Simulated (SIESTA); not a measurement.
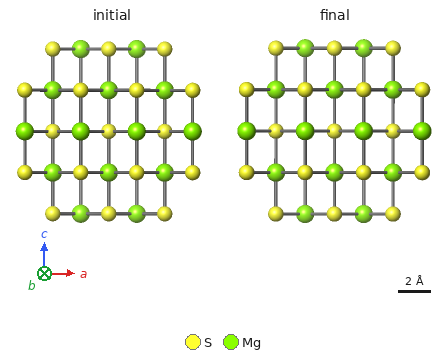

The structure of a crystal of MgS (set up in P-1) before (left) and after (right) a relaxation, at one scale.

A ball-and-stick model of the conventional cell (2 times the calculation's cell), repeated 2 × 1 × 1 with one cell outlined, seen along the b axis. Lengths and directions refer to the drawn axes.

The run lets cell and atoms move, from this start: cell strained at random at fixed volume.

These are results of SIESTA, Kohn-Sham DFT of a periodic cell, vdW-DF, PseudoDojo 0.4 stringent, converted to PSML, not measurements.

The input:
```
SystemName                      Niningerite
SystemLabel                     MgS
NumberOfSpecies                 2
NumberOfAtoms                   2
%block ChemicalSpeciesLabel
  1  16 S
  2  12 Mg
%endblock ChemicalSpeciesLabel
%include structure.fdf

%block kgrid.MonkhorstPack
    9   0   0  0.0
    0   9   0  0.0
    0   0   9  0.0
%endblock kgrid.MonkhorstPack
XC.Functional                   VDW
XC.Authors                      DRSLL
PAO.BasisSize                   DZP
PAO.EnergyShift                 0.002 Ry
Mesh.Cutoff                     800 Ry
OccupationFunction              FD
ElectronicTemperature           0.05 eV
MaxSCFIterations                120
SCF.MustConverge                false
SCF.Mixer.Method                Pulay
SCF.Mixer.Weight                0.25
SCF.Mixer.History               8
SCF.DM.Tolerance                5.0e-05
SCF.H.Tolerance                 1.0e-03 eV
WriteForces                     true
Charge.Mulliken                 end
Charge.Hirshfeld                end
Charge.Voronoi                  end
SaveRho                         true
SaveElectrostaticPotential      true
MD.TypeOfRun                    CG
MD.Steps                        40
MD.MaxForceTol                  0.01 eV/Ang
MD.MaxDispl                     0.1 Ang
WriteCoorStep                   true
AtomCoorFormatOut               Fractional
MD.VariableCell                 true
MD.MaxStressTol                 0.1 GPa
```

Command:
```bash
siesta < MgS.fdf > MgS.out 2>&1
```

Describe what moved and what it gained.

Answer. No atom moves by more than 0.005 Å relative to the cell. The drawn cell changes as follows: a 3.604 → 3.770 Å (+4.6 %), b 3.687 → 3.773 Å (+2.3 %), c 5.302 → 5.337 Å (+0.7 %), γ 90.6° → 90.0°; the volume changes by +7.8 %. Among the contacts that change: Mg–S 2.564 → 2.667 Å, Mg–S 2.591 → 2.667 Å, Mg–S 2.651 → 2.668 Å. The space group (tolerance 0.01 Å) goes from C2/m (No. 12) to Fm-3m (No. 225). The energy falls by 30.4 meV per atom in 6 geometry steps. All forces vanish by symmetry, so only the cell relaxes. The pressure goes from 6.04 to 0.03 GPa. Cost: 3.5 min on 1 thread of Arm Neoverse V2, with other jobs on the host, peak memory 0.38 GiB.
